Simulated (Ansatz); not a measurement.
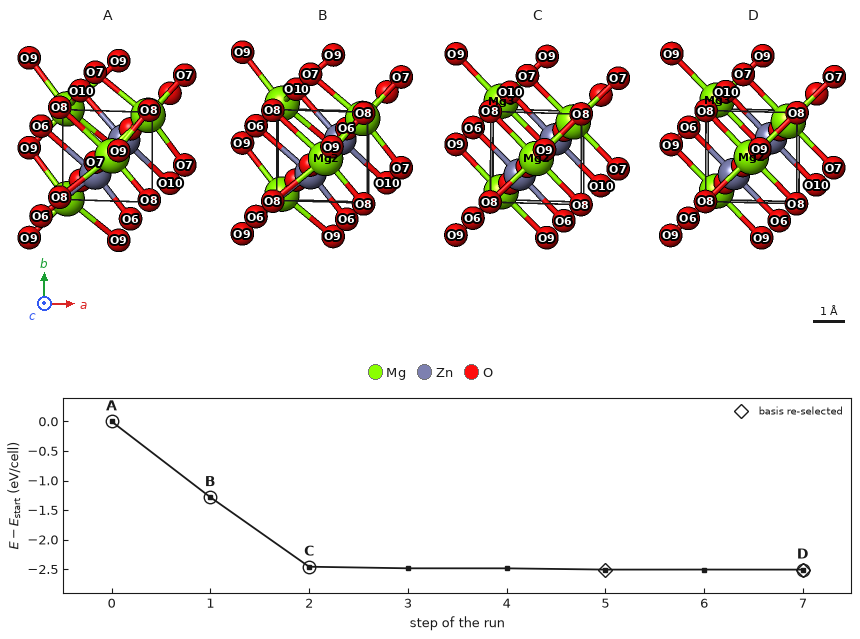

Frames of a relaxation of solid Mg$_{3}$Zn$_{2}$O$_{5}$ (a generated structure, set up in P1) (coarse preliminary run), marked on the history of the run. The picture is a ball-and-stick view of the cell of the calculation, reduced to other axes, seen along the c axis. Lengths and directions refer to the drawn axes.

Theory: DFT PBE, scalar-relativistic, plane waves, PAW (Ansatz). Settings: plane-wave cutoff 420 eV; k-point mesh 4 × 4 × 4; occupations gaussian; smearing width 0.1 eV; no spin polarisation; cell and atoms relaxed; force threshold 0.025 eV/Å; at most 60 steps.

Describe the path.

The atom that moves furthest relative to the cell is a Mg atom (0.38 Å roughly along [2 3 −1]). Largest moves by element: Mg 0.38 Å, O 0.21 Å, Zn 0.20 Å. Cell: a 2.981 → 3.034 Å (+1.8 %), b 2.994 → 3.034 Å (+1.3 %), c 10.782 → 10.914 Å (+1.2 %), α 97.3° → 98.0°, β 97.2° → 98.0°, γ 90.9° → 90.0°. Volume +4.1 %. Among the contacts that change: Mg–Mg 2.636 → 3.025 Å, Mg–O 1.793 → 2.145 Å, Mg–Mg 2.691 → 3.025 Å, Mg–O 2.458 → 2.145 Å. Among the angles between lasting bonds that change: Mg–O–Mg 154.6° → 178.7°, O–Mg–O 154.6° → 178.7°, O–Mg–O 114.1° → 90.7°. The space group (tolerance 0.01 Å) goes from P1 (No. 1) to I4/mmm (No. 139). Over 5 accepted moves (7 points after the start) the energy falls by 2.507 eV per cell of the calculation. The largest force component goes from 3.7 to 0.0039 eV/Å. Pressure: 19.63 GPa at the start and −0.04 GPa at the end. The SCF was repeated twice at an unchanged geometry on a basis and grid sized afresh for the cell, which shifted the energy by 21.4 meV per cell of the calculation at most. The run took 72 s on 4 threads of Intel(R) Xeon(R) Processor @ 2.50GHz (Skylake/Cascade Lake), with other jobs on the host, peak memory 0.53 GiB. From step 0 to 1: a Mg atom moves most (0.18 Å), volume +3.2 %, energy −1.281 eV per cell of the calculation. From step 1 to 2: a Mg atom moves most (0.20 Å), volume +0.3 %, energy −1.176 eV per cell of the calculation. From step 2 to 7: a Zn atom moves most (0.04 Å), volume +0.5 %, energy −49.1 meV per cell of the calculation.
